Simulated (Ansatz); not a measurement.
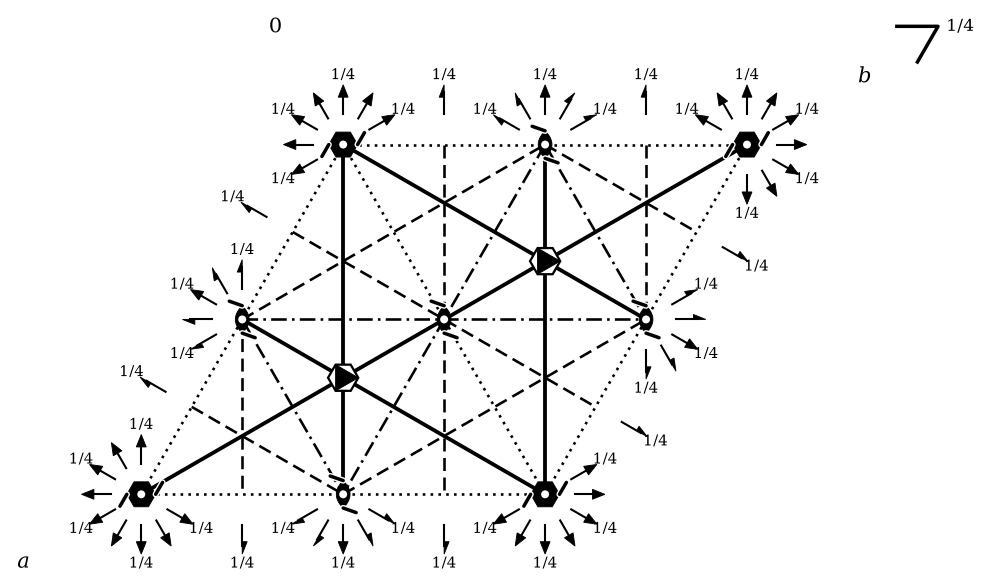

Symmetry elements of a space group, projected down c, computed from the operations of a computed or model structure of composition C.

Symbols follow the International Tables: origin at the upper left, the third axis towards the viewer; heavy, dashed, dotted, dash-dotted and dash-dot-dot lines are mirror, in-plane glide, out-of-plane glide, diagonal (n; with arrows d) and double (e) glide planes seen edge on; arrows at the rim are 2 (full head) and 2₁ (half head) axes in the plane; the corner sign is a plane parallel to the page; fractions are heights. Handed screw axes carry their printed symbol instead of tails.

**Which space group is it?**

P6₃/mmc (No. 194); primitive hexagonal, point group 6/mmm, 24 general positions a cell.

**List the elements shown.**

−6 axes along c at (1/3, 2/3), (2/3, 1/3); 6₃ axes along c at (0, 0); 2₁ axes along c at (0, 1/2), (1/2, 0), (1/2, 1/2); inversion centres at (0, 0), (0, 1/2), (1/2, 0), (1/2, 1/2); mirror planes holding c and [1 2 0] or [2 1 0] or [−1 1 0]; in-plane glide planes holding c and [1 2 0] or [2 1 0] or [−1 1 0]; c glide planes normal to a*, at x = 0; n glide planes normal to a*, at x = 1/2; c glide planes normal to b*, at y = 0; n glide planes normal to b*, at y = 1/2; c glide planes holding c and [1 1 0]; diagonal glide planes holding c and [1 1 0]; a mirror plane normal to c at height 1/4; 2 axes along [1 1 0] at height 0; 2 axes along [1 2 0] at height 1/4; 2 axes along [2 1 0] at height 1/4; 2 axes along [−1 1 0] at height 1/4; 2 axes along a at height 0; 2 axes along b at height 0; 2₁ axes along [1 1 0] at height 0; 2₁ axes along [1 2 0] at height 1/4; 2₁ axes along [2 1 0] at height 1/4; 2₁ axes along [−1 1 0] at height 1/4; 2₁ axes along a at height 0; 2₁ axes along b at height 0. Heights repeat every half period; positions are (a, b) fractions, modulo 1.

**Write the general positions (in any order).**

x, y, z; −x, −y, −z; x−y, x, z+1/2; −x+y, −x, −z+1/2; −y, x−y, z; y, −x+y, −z; −x, −y, z+1/2; x, y, −z+1/2; −x+y, −x, z; x−y, x, −z; y, −x+y, z+1/2; −y, x−y, −z+1/2; −y, −x, −z+1/2; y, x, z+1/2; −x, −x+y, −z; x, x−y, z; −x+y, y, −z+1/2; x−y, −y, z+1/2; y, x, −z; −y, −x, z; x, x−y, −z+1/2; −x, −x+y, z+1/2; x−y, −y, −z; −x+y, y, z
